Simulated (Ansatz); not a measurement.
**C₉H: geometry relaxation (part 1 of 3)**

C₉H (slab, 10 atoms in the cell), computed with DFT PBE+D3(BJ), scalar-relativistic, plane waves, PAW, no spin polarisation (Ansatz 0.2.0).

The structure derives from an entry of the Crystallography Open Database. The input holds or restrains some coordinates. Forces given for the steps count only the free coordinates. It belongs to a series of runs on one base structure; here: CH put at a top C site.

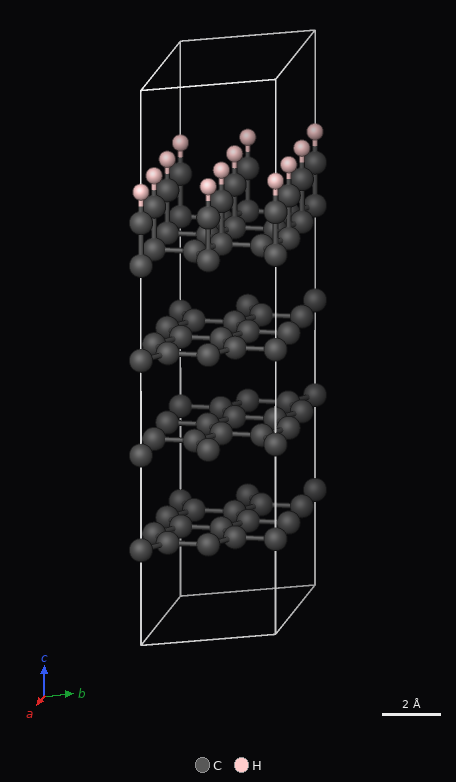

Fig. 1: The starting structure (ball-and-stick view of the 3 × 2 repeat of the cell, with the vacuum cut short, seen slightly off an axis). An atom can appear more than once, as a periodic image. Near neighbours in the periodic cell (some may lie outside the picture): C has 3 C at 1.42 Å; C has 4 C at 1.42 to 1.52 Å; C has 1 C at 1.52 Å and 1 H at 1.10 Å; H has 1 C at 1.10 Å.

Input
```yaml
crystal:
  lattice:
    - [2.4649796696, 0.0, 0.0]
    - [-1.2324898348, 2.1347350137, 0.0]
    - [0.0, 0.0, 30.2076501055]
  atoms:
    - { symbol: C, position: [0.0, 0.0, 0.2813856823] }
    - { symbol: C, position: [0.6666666667, 0.3333333333, 0.2813856745] }
    - { symbol: C, position: [0.0, 0.0, 0.3929208932] }
    - { symbol: C, position: [0.3333333333, 0.6666666667, 0.3929208853] }
    - { symbol: C, position: [0.0, 0.0, 0.504456104] }
    - { symbol: C, position: [0.6666666667, 0.3333333333, 0.5044560961] }
    - { symbol: C, position: [0.0, 0.0, 0.6159913148] }
    - { symbol: C, position: [0.3333333333, 0.6666666667, 0.615991307] }
    - { symbol: C, position: [0.0, 0.0, 0.6663096943] }
    - { symbol: H, position: [0.0, 0.0, 0.702724311] }
basis:
  ecutwfc: 420
kpoints:
  mp_grid: { grid: [12, 12, 1] }
hamiltonian:
  xc: pbe
  dispersion: d3bj
scf:
  occupations: { method: gaussian, width: 0.1 }
output:
  forces: true
  eigenvalues: true
  write_density: true
  write_potential: true
  elf: true
  volumetric_format: npy
relax:
  adjacent_minimum: "off"
  f_tol: 0.03
  max_steps: 70
  constraints: [{ sites: [0, 1, 2, 3] }]
efield:
  axis: 3
  dipole_correction: true
  ramp_width: 0.04
```

Run on 2 threads of AMD EPYC (Zen 3), 32 GiB of memory available, shared host.

Launched with:
```bash
ansatz run input.yaml --threads 2 --pin off --max-ram 5120MiB --backend cpu --events-out ev --progress --plain --runs-dir out
```

The program's output
```
Engine: ansatz 0.2.0, x86_64-unknown-linux-gnu
Pseudopotentials: kind: paw
Pseudopotential: C, paw, valence charge 4, recommended cutoff 420 eV (normal), C.paw.azcp
Pseudopotential: H, paw, valence charge 1, recommended cutoff 420 eV (normal), H.paw.azcp
Functional definition: PBE
  parameter kappa = 0.804
  parameter beta = 0.06672455060314922
  exchange = pbe_x(kappa = kappa, mu = beta*pi^2/3)
  correlation = pbe_c(beta = beta)
Crystal: 10 atoms, lattice volume = 158.955 Å³
Basis set: ecut = 420 eV, 2999 PW (Γ), exchange–correlation on 36×36×432 points (8 copies of the dense FFT grid, shifted against one another)
Bands: 29, of which v1, the nominal top of the filled ones, is band 19 counted from 1 (18 counted from 0)
Symmetry: 6 space group operations
Space group: P3m1 (ITA 156), of the structure as read, at distance tolerance 5.4e-5 Å
k-points: 19 of 144 (time reversal used)
Non-local potential: C, projectors of the file, l = 0: 2, l = 1: 2, l = 2: 1
Non-local potential: H, projectors of the file, l = 0: 2, l = 1: 1
PAW form: soft (Blöchl's): semilocal exchange-correlation on the pseudo side does not see the compensation charge
PAW one-centre angular grid: C, 110 points (default); XC on 64 Gauss nodes
PAW one-centre angular grid: H, 110 points (default); XC on 64 Gauss nodes
Initial density: superposition of atomic densities (neutral atoms: chi_scale 0, normalization atom), corrected by the library's trained network
Initial wavefunctions: pseudopotential atomic-orbital guess
Functional: x = pbe(κ = 0.804, μ = 0.2195149727645171), c = pbe(β = 0.06672455060314922)
SCF iter   1: F=—  HF=-2269.299239 eV  |F-HF|=—  |Δ(HF+E_count)|=         —  Δρ=7.55e-3  dr2=5.28e-1  ethr=1.77e-3  p=0.035 e·Å  D=3.97e-2 V/Å  ΔV_dip=-1.20 eV  dr2_dipole=2.22e-1  V_vac-E_F(+/−)=2.55/3.75 eV  ⟨swp⟩=8.0  Hψ=3205  notcnv=0  defer=12
efield: sawtooth ramp at fractional position 0.9721 (placed from the atoms, in the widest stretch of the axis that holds none; the zero of the levels goes with the place), width 0.0400; the density the first Hamiltonian is built on has a dipole p = 0.035 e·Å; the dipole correction subtracts the counter field D = 3.97e-2 V/Å, which shifts the + side's vacuum level by -1.20 eV against the − side's; the planar-averaged density in the ramp window peaks in size at 1.4e-5 e/Å³
preconditioner: auto → LDOS  [metal: Δε(μ)=0.096 eV  Ē_g=14.890 eV  σ=0.100 eV  W_gap=0.50  n_scr=20 (ndim 8)  ℏωp=17.9 eV  f_vac=0.487  D(μ)=1.06/eV (n_scr^D=10)  β→1.0]
SCF iter   2: F=—  HF=-2278.925570 eV  |F-HF|=—  |Δ(HF+E_count)|=    9.63e0  Δρ=1.07e-1  dr2=8.49e2  ethr=1.43e-3  p=0.281 e·Å  D=3.20e-1 V/Å  ΔV_dip=-9.66 eV  dr2_dipole=5.65e2  V_vac-E_F(+/−)=0.74/10.40 eV  ⟨swp⟩=4.8  Hψ=1214  notcnv=0  defer=70  recentre
SCF iter   3: F=—  HF=-2269.292785 eV  |F-HF|=—  |Δ(HF+E_count)|=    9.63e0  Δρ=6.26e-3  dr2=4.57e-1  ethr=1.43e-3  p=0.035 e·Å  D=3.94e-2 V/Å  ΔV_dip=-1.19 eV  dr2_dipole=2.01e-1  V_vac-E_F(+/−)=2.57/3.76 eV  ⟨swp⟩=3.2  Hψ=1103  notcnv=0  defer=60
SCF iter   4: F=—  HF=-2269.285088 eV  |F-HF|=—  |Δ(HF+E_count)|=   7.70e-3  Δρ=5.02e-3  dr2=3.85e-1  ethr=1.23e-3  p=0.028 e·Å  D=3.23e-2 V/Å  ΔV_dip=-0.98 eV  dr2_dipole=1.92e-1  V_vac-E_F(+/−)=2.68/3.65 eV  ⟨swp⟩=1.2  Hψ=709  notcnv=0  defer=61
SCF iter   5: F=—  HF=-2269.272566 eV  |F-HF|=—  |Δ(HF+E_count)|=   1.25e-2  Δρ=2.16e-3  dr2=1.23e-1  ethr=1.04e-3  p=0.021 e·Å  D=2.38e-2 V/Å  ΔV_dip=-0.72 eV  dr2_dipole=7.03e-2  V_vac-E_F(+/−)=2.93/3.65 eV  ⟨swp⟩=1.8  Hψ=739  notcnv=0  defer=69
SCF iter   6: F=—  HF=-2269.265600 eV  |F-HF|=—  |Δ(HF+E_count)|=   6.97e-3  Δρ=1.51e-3  dr2=9.32e-2  ethr=3.34e-4  p=0.026 e·Å  D=3.01e-2 V/Å  ΔV_dip=-0.91 eV  dr2_dipole=5.12e-2  V_vac-E_F(+/−)=2.99/3.90 eV  ⟨swp⟩=1.5  Hψ=548  notcnv=0  defer=72
SCF iter   7: F=—  HF=-2269.260094 eV  |F-HF|=—  |Δ(HF+E_count)|=   5.51e-3  Δρ=1.11e-3  dr2=6.26e-2  ethr=2.52e-4  p=0.027 e·Å  D=3.04e-2 V/Å  ΔV_dip=-0.92 eV  dr2_dipole=3.86e-2  V_vac-E_F(+/−)=3.18/4.10 eV  ⟨swp⟩=1.6  Hψ=707  notcnv=0  defer=70
SCF iter   8: F=—  HF=-2269.257471 eV  |F-HF|=—  |Δ(HF+E_count)|=   2.62e-3  Δρ=8.12e-4  dr2=2.30e-2  ethr=1.69e-4  p=0.029 e·Å  D=3.31e-2 V/Å  ΔV_dip=-1.00 eV  dr2_dipole=1.34e-2  V_vac-E_F(+/−)=3.24/4.24 eV  ⟨swp⟩=1.5  Hψ=545  notcnv=0  defer=68
SCF iter   9: F=—  HF=-2269.256924 eV  |F-HF|=—  |Δ(HF+E_count)|=   5.47e-4  Δρ=5.06e-4  dr2=8.89e-3  ethr=6.21e-5  p=0.029 e·Å  D=3.30e-2 V/Å  ΔV_dip=-1.00 eV  dr2_dipole=5.67e-3  V_vac-E_F(+/−)=3.25/4.24 eV  ⟨swp⟩=1.0  Hψ=468  notcnv=0  defer=68
SCF iter  10: F=—  HF=-2269.257934 eV  |F-HF|=—  |Δ(HF+E_count)|=   1.01e-3  Δρ=7.85e-4  dr2=2.57e-2  ethr=2.40e-5  p=0.034 e·Å  D=3.89e-2 V/Å  ΔV_dip=-1.18 eV  dr2_dipole=1.77e-2  V_vac-E_F(+/−)=3.24/4.42 eV  ⟨swp⟩=1.8  Hψ=560  notcnv=0  defer=68
SCF iter  11: F=—  HF=-2269.256696 eV  |F-HF|=—  |Δ(HF+E_count)|=   1.24e-3  Δρ=2.23e-4  dr2=1.40e-3  ethr=2.40e-5  p=0.030 e·Å  D=3.47e-2 V/Å  ΔV_dip=-1.05 eV  dr2_dipole=6.16e-4  V_vac-E_F(+/−)=3.23/4.28 eV  ⟨swp⟩=1.4  Hψ=704  notcnv=0  defer=65
SCF iter  12: F=—  HF=-2269.256658 eV  |F-HF|=—  |Δ(HF+E_count)|=   3.82e-5  Δρ=1.39e-4  dr2=2.52e-4  ethr=3.78e-6  p=0.031 e·Å  D=3.48e-2 V/Å  ΔV_dip=-1.05 eV  dr2_dipole=1.02e-4  V_vac-E_F(+/−)=3.24/4.29 eV  ⟨swp⟩=1.2  Hψ=500  notcnv=0  defer=65
SCF iter  13: F=—  HF=-2269.256643 eV  |F-HF|=—  |Δ(HF+E_count)|=   1.45e-5  Δρ=3.73e-5  dr2=3.56e-5  ethr=6.81e-7  p=0.031 e·Å  D=3.48e-2 V/Å  ΔV_dip=-1.05 eV  dr2_dipole=2.62e-5  V_vac-E_F(+/−)=3.24/4.30 eV  ⟨swp⟩=1.4  Hψ=503  notcnv=0  defer=65
SCF iter  14: F=-2269.256628 eV  HF=-2269.256641 eV  |F-HF|=1.28e-5  |Δ(HF+E_count)|=   2.29e-6  Δρ=2.56e-5  dr2=7.70e-6  ethr=6.08e-8  p=0.030 e·Å  D=3.46e-2 V/Å  ΔV_dip=-1.05 eV  dr2_dipole=5.91e-6  V_vac-E_F(+/−)=3.25/4.29 eV  ⟨swp⟩=23.5  Hψ=5413  notcnv=0
WARN: dispersion: an atom stands within reach of a switch of its C6 between two reference coordination numbers of its element: through that C6 alone, e_disp changes by 0.025 eV or more while the distances to its neighbours run over a stretch of 0.05 Å that contains this geometry (sites counted from 0 in the run's list of atoms or, in a supercell that it derives, in that cell's: here a list of 10) — site 8 (C): coordination number 3.367 (about 3.02 to 3.71 with every neighbour 0.05 Å farther or nearer), switch near 3.492 between the references 2.999 (weight 0.73) and 3.984 (weight 0.27), e_disp changing by some 0.03 eV. This is how the published method behaves, and the energy and the forces stay consistent. Where you compare this geometry's total energy with another's, compare their components.e_disp too, and, where the geometries are yours to choose, keep both on one side of the switch, which a site's coordination number tells: a relaxation that ends in reach of it can search the other side under relax.adjacent_minimum: search, except where no move that the cell, the constraints and the symmetry allow carries the atom there
SCF 1 converged in 14 iterations: F = -2269.256628 eV  dr2 = 7.70e-6
  greatest PAW one-centre occupation: 0.683 electrons in one spin orbital (limit 2), on the C atom at site 8 (counted from 0), in its partial waves of l = 0
relax step   1: F+E_penalty+E_count = -2269.25662829 eV  Δ(F+E_penalty+E_count) = +0.000e0 eV  max|allowed force component| = 4.070e0 eV/Å  Δτ_max = 0.0000 Å  (14 SCF iters, dr2 threshold 2.25e-5 eV, accepted)
Initial density: handed on by an earlier stage of this run
Initial wavefunctions: those handed on with the density
SCF iter   1: F=—  HF=-2270.003598 eV  |F-HF|=—  |Δ(HF+E_count)|=         —  Δρ=2.63e-2  dr2=1.73e0  ethr=3.10e-3  p=0.030 e·Å  D=3.46e-2 V/Å  ΔV_dip=-1.05 eV  dr2_dipole=6.08e-2  V_vac-E_F(+/−)=3.68/4.72 eV  ⟨swp⟩=4.3  Hψ=2222  notcnv=0  defer=41
efield: sawtooth ramp at fractional position 0.9721 (handed on by an earlier solve), width 0.0400; the density the first Hamiltonian is built on has a dipole p = 0.030 e·Å; the dipole correction subtracts the counter field D = 3.46e-2 V/Å, which shifts the + side's vacuum level by -1.05 eV against the − side's; the planar-averaged density in the ramp window peaks in size at 2.4e-6 e/Å³
preconditioner: auto → LDOS  [metal: Δε(μ)=0.055 eV  Ē_g=14.794 eV  σ=0.100 eV  W_gap=0.30  n_scr=20 (ndim 8)  ℏωp=17.9 eV  f_vac=0.487  D(μ)=1.94/eV (n_scr^D=14)  β→1.0]
SCF iter   2: F=—  HF=-2271.715848 eV  |F-HF|=—  |Δ(HF+E_count)|=    1.71e0  Δρ=4.03e-2  dr2=1.13e2  ethr=3.10e-3  p=-0.105 e·Å  D=-1.20e-1 V/Å  ΔV_dip=3.61 eV  dr2_dipole=7.35e1  V_vac-E_F(+/−)=4.37/0.76 eV  ⟨swp⟩=4.2  Hψ=1150  notcnv=0  defer=74  recentre
SCF iter   3: F=—  HF=-2269.831149 eV  |F-HF|=—  |Δ(HF+E_count)|=    1.88e0  Δρ=1.88e-2  dr2=9.22e-1  ethr=3.10e-3  p=0.029 e·Å  D=3.25e-2 V/Å  ΔV_dip=-0.98 eV  dr2_dipole=6.14e-2  V_vac-E_F(+/−)=3.61/4.59 eV  ⟨swp⟩=2.7  Hψ=1092  notcnv=0  defer=76
SCF iter   4: F=—  HF=-2269.710886 eV  |F-HF|=—  |Δ(HF+E_count)|=   1.20e-1  Δρ=4.24e-3  dr2=6.64e-2  ethr=2.49e-3  p=0.019 e·Å  D=2.18e-2 V/Å  ΔV_dip=-0.66 eV  dr2_dipole=2.19e-2  V_vac-E_F(+/−)=3.48/4.14 eV  ⟨swp⟩=2.3  Hψ=936  notcnv=0  defer=84
SCF iter   5: F=—  HF=-2269.709569 eV  |F-HF|=—  |Δ(HF+E_count)|=   1.32e-3  Δρ=2.00e-3  dr2=2.12e-2  ethr=1.79e-4  p=0.019 e·Å  D=2.17e-2 V/Å  ΔV_dip=-0.66 eV  dr2_dipole=4.47e-3  V_vac-E_F(+/−)=3.43/4.09 eV  ⟨swp⟩=2.3  Hψ=721  notcnv=0  defer=81
SCF iter   6: F=—  HF=-2269.707690 eV  |F-HF|=—  |Δ(HF+E_count)|=   1.88e-3  Δρ=1.08e-3  dr2=2.75e-2  ethr=5.72e-5  p=0.022 e·Å  D=2.45e-2 V/Å  ΔV_dip=-0.74 eV  dr2_dipole=2.00e-2  V_vac-E_F(+/−)=3.43/4.17 eV  ⟨swp⟩=2.0  Hψ=611  notcnv=0  defer=81
SCF iter   7: F=—  HF=-2269.707119 eV  |F-HF|=—  |Δ(HF+E_count)|=   5.71e-4  Δρ=7.54e-4  dr2=2.11e-3  ethr=5.72e-5  p=0.025 e·Å  D=2.80e-2 V/Å  ΔV_dip=-0.84 eV  dr2_dipole=9.31e-4  V_vac-E_F(+/−)=3.41/4.26 eV  ⟨swp⟩=1.4  Hψ=674  notcnv=0  defer=81
SCF iter   8: F=—  HF=-2269.706961 eV  |F-HF|=—  |Δ(HF+E_count)|=   1.59e-4  Δρ=3.68e-4  dr2=8.74e-4  ethr=5.69e-6  p=0.026 e·Å  D=2.95e-2 V/Å  ΔV_dip=-0.89 eV  dr2_dipole=1.60e-4  V_vac-E_F(+/−)=3.40/4.29 eV  ⟨swp⟩=2.1  Hψ=623  notcnv=0  defer=81
SCF iter   9: F=—  HF=-2269.706951 eV  |F-HF|=—  |Δ(HF+E_count)|=   9.82e-6  Δρ=1.55e-4  dr2=2.74e-4  ethr=2.36e-6  p=0.026 e·Å  D=2.99e-2 V/Å  ΔV_dip=-0.90 eV  dr2_dipole=1.18e-4  V_vac-E_F(+/−)=3.40/4.30 eV  ⟨swp⟩=1.1  Hψ=479  notcnv=0  defer=82
SCF iter  10: F=-2269.706902 eV  HF=-2269.706947 eV  |F-HF|=4.56e-5  |Δ(HF+E_count)|=   3.69e-6  Δρ=9.44e-5  dr2=3.52e-5  ethr=2.70e-7  p=0.026 e·Å  D=2.95e-2 V/Å  ΔV_dip=-0.89 eV  dr2_dipole=1.82e-5  V_vac-E_F(+/−)=3.40/4.29 eV  ⟨swp⟩=22.7  Hψ=5856  notcnv=0
SCF 2 converged in 10 iterations: F = -2269.706902 eV  dr2 = 3.52e-5
  greatest PAW one-centre occupation: 0.685 electrons in one spin orbital (limit 2), on the C atom at site 8 (counted from 0), in its partial waves of l = 0
relax step   2: F+E_penalty+E_count = -2269.70690170 eV  Δ(F+E_penalty+E_count) = -4.503e-1 eV  max|allowed force component| = 3.670e0 eV/Å  Δτ_max = 0.1792 Å  (10 SCF iters, dr2 threshold 1.00e-4 eV, accepted)
[... from here on the SCF iterations and repeated set-up lines of each step are left out, up to the last step ...]
SCF 3 converged in 15 iterations: F = -2270.360830 eV  dr2 = 1.04e-5
relax step   3: F+E_penalty+E_count = -2270.36083035 eV  Δ(F+E_penalty+E_count) = -6.539e-1 eV  max|allowed force component| = 6.635e-1 eV/Å  Δτ_max = 0.2000 Å  (15 SCF iters, dr2 threshold 1.00e-4 eV, accepted)
SCF 4 converged in 9 iterations: F = -2270.419893 eV  dr2 = 1.58e-5
relax step   4: F+E_penalty+E_count = -2270.41989263 eV  Δ(F+E_penalty+E_count) = -5.906e-2 eV  max|allowed force component| = 5.814e-1 eV/Å  Δτ_max = 0.2000 Å  (9 SCF iters, dr2 threshold 2.75e-5 eV, accepted)
SCF 5 converged in 9 iterations: F = -2270.496763 eV  dr2 = 1.04e-5
relax step   5: F+E_penalty+E_count = -2270.49676251 eV  Δ(F+E_penalty+E_count) = -7.687e-2 eV  max|allowed force component| = 1.093e0 eV/Å  Δτ_max = 0.1971 Å  (9 SCF iters, dr2 threshold 2.11e-5 eV, accepted)
SCF 6 converged in 11 iterations: F = -2270.713275 eV  dr2 = 8.79e-6
```
